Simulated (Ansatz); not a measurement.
System: a (001) slab cut from WS$_{2}$ (P-6m2), of composition WS (not the bulk's), ended by W planes, 4 atoms in the cell.

```yaml
crystal:
  lattice:
    - [3.18852, 0.00000, 0.00000]
    - [-1.59426, 2.76134, 0.00000]
    - [0.00000, 0.00000, 19.95067]
  atoms:
    - { symbol: W, position: [0.33333, 0.66667, 0.07519] }
    - { symbol: S, position: [0.66667, 0.33333, 0.15393] }
    - { symbol: S, position: [0.66667, 0.33333, 0.84607] }
    - { symbol: W, position: [0.33333, 0.66667, 0.92481] }
```

Computed with Ansatz 0.2.0: DFT PBE, scalar-relativistic, plane waves, PAW, no spin polarisation, 9×9×1 k mesh, Gaussian smearing of 0.05 eV.

What does the potential across the slab give for the work function?

The work function is 5.45 eV, the same on both faces. The two vacuum levels agree, so the slab has no net dipole along its normal. The outermost atoms are 6.1 Å apart, which leaves 13.8 Å of vacuum in a cell 20.0 Å high.

The atoms aren't at rest in this cell (largest force 1.6 eV/Å), so the relaxed material can differ. Spin-orbit coupling is left out, which matters for W.

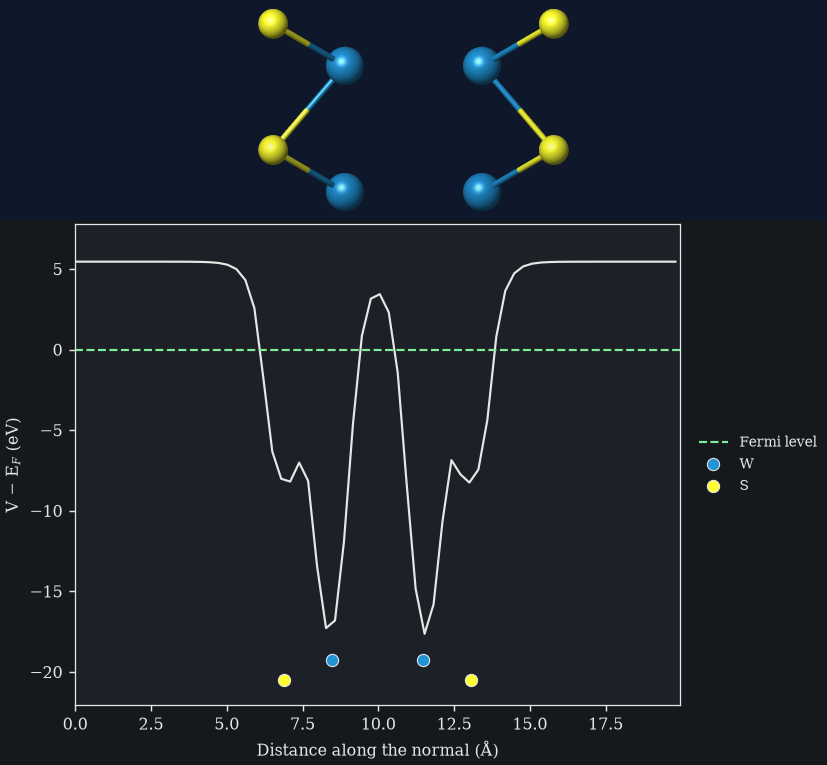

Plane-averaged electrostatic potential energy of an electron across the slab; circles at the bottom mark the heights of the atoms. The structure is drawn too.
